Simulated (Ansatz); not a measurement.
# Ru: geometry relaxation (part 2 of 2)

Ru (P6/mmm, 6 atoms in the cell); DFT PBE, scalar-relativistic, plane waves, PAW, no spin polarisation (Ansatz 0.2.0); cutoff 420 eV, 12×12×6 k-mesh, Gaussian smearing of 0.1 eV. The structure derives from a Materials Project entry. It belongs to a series of runs on one base structure; here: 6 of 6 Ti sites taken by Ru, cell and atoms relaxed.

Geometry of the input (Å; fractional positions):
```
2.1336  -3.6955  0.0000
-4.2672  0.0000  0.0000
0.0000  0.0000  -5.3677
Ru 1.0000  0.0000  0.5000
Ru 1.0000  0.0000  0.0000
Ru 0.3333  0.6667  0.2500
Ru 0.3333  0.6667  0.7500
Ru 0.6667  0.3333  0.2500
Ru 0.6667  0.3333  0.7500
```

**Output, continued**
```
--- Per-component energies (eV) ---
  E_band       = -409.045901
  E_kinetic    = 3082.709392
  E_local      = -7841.157664  (includes V_loc(G=0)·N_el)
  E_nonlocal   = 2060.506875
  E_hartree    = 2526.395193
  E_xc         = -1141.511430
  E_vxc        = -1432.929052  (∫ρ·V_xc dr)
  E_paw        = -20765.066960  (= ΣΔE_a)
  E_vpaw       = -1330.964878  (= ΣTr[D̂ρ^β])
  E_aug_tail   = -0.000956  (compensation charges beyond the density's cutoff)
  E_ewald      = -13192.439173
  E_smearing   = -0.037805  (= −TS)
  E_closure    = 0.000000  (closes the sum)
  Σ components = -35270.602529   (vs F -35270.602529, Δ=0.00e0)
--- Forces (eV/Å), atoms counted from 1 ---
  atom   1  Ru    -0.00000000    -0.00000000    -0.00000000
  atom   2  Ru     0.00000000     0.00000000     0.00000000
  atom   3  Ru     0.00000000     0.00000000    -0.00000000
  atom   4  Ru    -0.00000000     0.00000000    -0.00000000
  atom   5  Ru    -0.00000000    -0.00000000     0.00000000
  atom   6  Ru     0.00000000    -0.00000000     0.00000000
  max |Σ_I F_I| component: 3.01e-17 eV/Å
--- Stress (GPa, compression-positive) ---
       -0.010054       0.000000       0.000000
        0.000000      -0.010054      -0.000000
        0.000000       0.000000      -0.006693
  P = ⅓ Tr σ = -0.0089 GPa (-0.089 kbar)
--- Band table (eV; the first three rows and the last of 76) ---
  k-point 0: bands = ["-50.6139", "-50.5312", "-50.3680", "-50.3521", "-50.3323", "-50.2959", "-20.9178", "-20.9178", "-20.8492", "-20.8492", "-20.7771", "-20.6177", "-20.5442", "-20.5291", "-20.5291", "-20.3194", "-20.3194", "-20.2685", "-20.0699", "-20.0699", "-20.0246", "-19.9993", "-19.9648", "-19.9648", "14.7039", "16.7070", "16.7070", "16.7320", "17.3684", "17.3684", "17.9692", "19.2518", "19.2518", "19.2956", "19.2956", "19.3524", "19.4647", "19.8799", "20.5045", "20.5045", "20.5420", "20.5420", "20.7042", "20.7042", "21.2145", "21.2145", "21.3235", "21.3235", "23.2701", "23.2701", "23.9327", "23.9327", "24.2477", "24.2477", "24.9923", "26.0029", "26.6673", "31.8498"]
  k-point 1: bands = ["-50.6085", "-50.5370", "-50.3654", "-50.3484", "-50.3345", "-50.2997", "-20.9132", "-20.9132", "-20.8538", "-20.8538", "-20.7450", "-20.5764", "-20.5180", "-20.5180", "-20.5102", "-20.3393", "-20.3393", "-20.3041", "-20.0603", "-20.0571", "-20.0571", "-20.0413", "-19.9689", "-19.9689", "14.8935", "16.8330", "16.8330", "16.9242", "17.4711", "17.4711", "17.6850", "19.0069", "19.0069", "19.1195", "19.1195", "19.3369", "19.6255", "20.0718", "20.3945", "20.3945", "20.4832", "20.4832", "20.7805", "20.7805", "21.3517", "21.3517", "21.5531", "21.5531", "23.1835", "23.1835", "23.9087", "23.9087", "24.1554", "24.1554", "24.4074", "24.5419", "28.1624", "31.9998"]
  k-point 2: bands = ["-50.5938", "-50.5525", "-50.3586", "-50.3407", "-50.3381", "-50.3100", "-20.9007", "-20.9007", "-20.8664", "-20.8664", "-20.6554", "-20.4864", "-20.4864", "-20.4640", "-20.4169", "-20.4005", "-20.3859", "-20.3859", "-20.1572", "-20.1555", "-20.0297", "-20.0297", "-19.9814", "-19.9814", "15.4227", "17.0019", "17.1969", "17.1969", "17.4540", "17.7640", "17.7640", "18.4147", "18.4147", "18.6958", "18.6958", "18.8885", "20.3260", "20.3260", "20.4156", "20.4275", "20.4275", "20.6528", "20.9794", "20.9794", "21.3475", "21.3475", "22.0816", "22.0816", "22.9367", "22.9367", "22.9507", "23.0799", "23.8620", "23.8620", "23.9730", "23.9730", "29.9075", "32.3257"]
  k-point 75: bands = ["-50.4437", "-50.4437", "-50.4437", "-50.4437", "-50.3616", "-50.3616", "-21.0259", "-21.0259", "-20.6236", "-20.6236", "-20.6236", "-20.6236", "-20.4172", "-20.4172", "-20.4172", "-20.4172", "-20.3004", "-20.3004", "-20.1905", "-20.1905", "-20.1905", "-20.1905", "-19.9858", "-19.9858", "17.0082", "17.0082", "17.8579", "17.8579", "18.0984", "18.0984", "18.0984", "18.0984", "19.1632", "19.1632", "19.1632", "19.1632", "19.5517", "19.5517", "19.5517", "19.5517", "20.4168", "20.4168", "20.4168", "20.4168", "20.8754", "20.8754", "22.6116", "22.6116", "23.1024", "23.1024", "23.1024", "23.1024", "23.9533", "23.9533", "24.3032", "24.3032", "25.7905", "25.7905"]
--- Relaxed structure (3 steps of the walk, 3 accepted, 1 SCFs on fresh bases) ---
  F+E_penalty+E_count = -35270.60252853 eV   max|allowed force component| = 8.635e-17 eV/Å   (the final SCF, on the basis selected at the relaxed cell)
  cell:  # Å, volume = 84.6364 Å³
    - [2.1342321635311103, -3.6965985423257797, -3.1195790907147097e-34]
    - [-4.268464327012206, -2.8876283454603683e-11, 6.239158181356313e-34]
    - [7.848290470044665e-34, 7.848290470044665e-35, -5.363932374665607]
  atoms:
    - { symbol: Ru, position: [0.9999999999999999, 9.72411984216572e-35, 0.5] }
    - { symbol: Ru, position: [0.9999999999999999, 1.1074556693502505e-68, -1.2146858876969355e-36] }
    - { symbol: Ru, position: [0.3333333333333333, 0.6666666666666667, 0.25] }
    - { symbol: Ru, position: [0.3333333333333333, 0.6666666666666667, 0.7500000000000001] }
    - { symbol: Ru, position: [0.6666666666666666, 0.3333333333333333, 0.25] }
    - { symbol: Ru, position: [0.6666666666666666, 0.3333333333333333, 0.7500000000000001] }
```

**Trajectory as extended XYZ (Å, eV, eV/Å), 4 frames, from step=1 to step=4**
```
6
Lattice="2.1336 -3.6955 0.0000 -4.2672 0.0000 0.0000 0.0000 0.0000 -5.3677" Properties=species:S:1:pos:R:3:forces:R:3 step=1 energy=-35270.60246 pressure_GPa=-0.01
Ru    2.1336   -3.6955   -2.6839    0.0000   0.0000   0.0000
Ru    2.1336   -3.6955    0.0000    0.0000   0.0000   0.0000
Ru   -2.1336   -1.2318   -1.3419    0.0000   0.0000   0.0000
Ru   -2.1336   -1.2318   -4.0258    0.0000   0.0000   0.0000
Ru    0.0000   -2.4636   -1.3419    0.0000   0.0000   0.0000
Ru    0.0000   -2.4636   -4.0258    0.0000   0.0000   0.0000
6
Lattice="2.1344 -3.6969 0.0000 -4.2689 0.0000 0.0000 0.0000 0.0000 -5.3614" Properties=species:S:1:pos:R:3:forces:R:3 step=2 energy=-35270.60251 pressure_GPa=0.06
Ru    2.1344   -3.6969   -2.6807    0.0000   0.0000   0.0000
Ru    2.1344   -3.6969    0.0000    0.0000   0.0000   0.0000
Ru   -2.1344   -1.2323   -1.3404    0.0000   0.0000   0.0000
Ru   -2.1344   -1.2323   -4.0211    0.0000   0.0000   0.0000
Ru    0.0000   -2.4646   -1.3404    0.0000   0.0000   0.0000
Ru    0.0000   -2.4646   -4.0211    0.0000   0.0000   0.0000
6
Lattice="2.1342 -3.6966 0.0000 -4.2685 0.0000 0.0000 0.0000 0.0000 -5.3639" Properties=species:S:1:pos:R:3:forces:R:3 step=3 energy=-35270.60253 pressure_GPa=-0.01
Ru    2.1342   -3.6966   -2.6820    0.0000   0.0000   0.0000
Ru    2.1342   -3.6966    0.0000    0.0000   0.0000   0.0000
Ru   -2.1342   -1.2322   -1.3410    0.0000   0.0000   0.0000
Ru   -2.1342   -1.2322   -4.0229    0.0000   0.0000   0.0000
Ru    0.0000   -2.4644   -1.3410    0.0000   0.0000   0.0000
Ru    0.0000   -2.4644   -4.0229    0.0000   0.0000   0.0000
6
Lattice="2.1342 -3.6966 0.0000 -4.2685 0.0000 0.0000 0.0000 0.0000 -5.3639" Properties=species:S:1:pos:R:3:forces:R:3 step=4 energy=-35270.60253 pressure_GPa=-0.01
Ru    2.1342   -3.6966   -2.6820    0.0000   0.0000   0.0000
Ru    2.1342   -3.6966    0.0000    0.0000   0.0000   0.0000
Ru   -2.1342   -1.2322   -1.3410    0.0000   0.0000   0.0000
Ru   -2.1342   -1.2322   -4.0229    0.0000   0.0000   0.0000
Ru    0.0000   -2.4644   -1.3410    0.0000   0.0000   0.0000
Ru    0.0000   -2.4644   -4.0229    0.0000   0.0000   0.0000
```

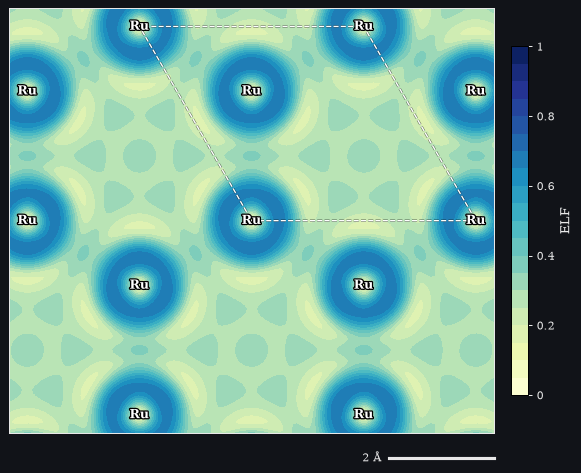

*Electron localisation function on the (001) plane of the calculation cell.*

Atoms in the plane: Ru. Ru–Ru (2.46 Å): the ELF is about 0.35 at the midpoint, which marks metallic bonding. The strong features right at Ru lie inside the PAW spheres (semicore, d or f shells) and say nothing about bonding. Core electrons are frozen (PAW), so the fields are smoothed inside the atomic spheres.

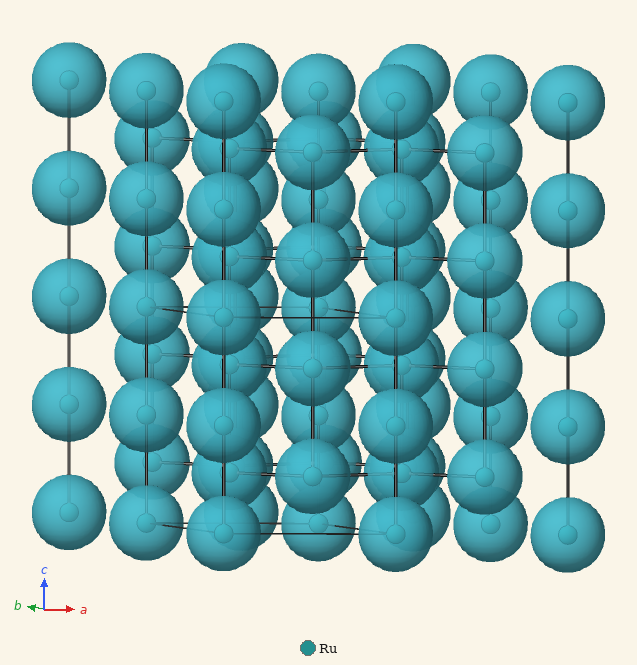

*Isosurface of the valence pseudo-density at 1 e/Å³ (cyan), seen at an oblique angle. Sticks mark near contacts. The outline is the calculation cell.*

At this value the density breaks into separate islands; it holds about 75 % of the electrons treated as valence (semicore included). It is pinched off along the Ru–Ru (2.46 Å) and Ru–Ru (2.68 Å) contacts. On the grid the lowest density along these lines, outside the cores, is 0.61 e/Å³ (Ru–Ru, 2.46 Å) and 0.39 e/Å³ (Ru–Ru, 2.68 Å).

**Results in brief**

| quantity | value |
| --- | --- |
| outcome | converged |
| space group (tolerance 0.01 Å) | P6/mmm (191) |
| electrons treated | 96 |
| free energy | −35270.6025 eV |
| Fermi energy | 22.638 eV |
| gap on the k-point mesh | none (metallic) |
| pressure | −0.01 GPa |
| final volume | 84.64 Å³ |
| largest force (length of the vector) at the end | under 0.001 eV/Å |
| final cell | a = 4.268 Å, b = 4.268 Å, c = 5.364 Å, α = 90.00°, β = 90.00°, γ = 120.00° |
| hardware | 1 thread of Arm Neoverse V2, 240 GiB of memory available, shared host |
| wall time | 87 s |
| peak memory | 0.59 GiB |
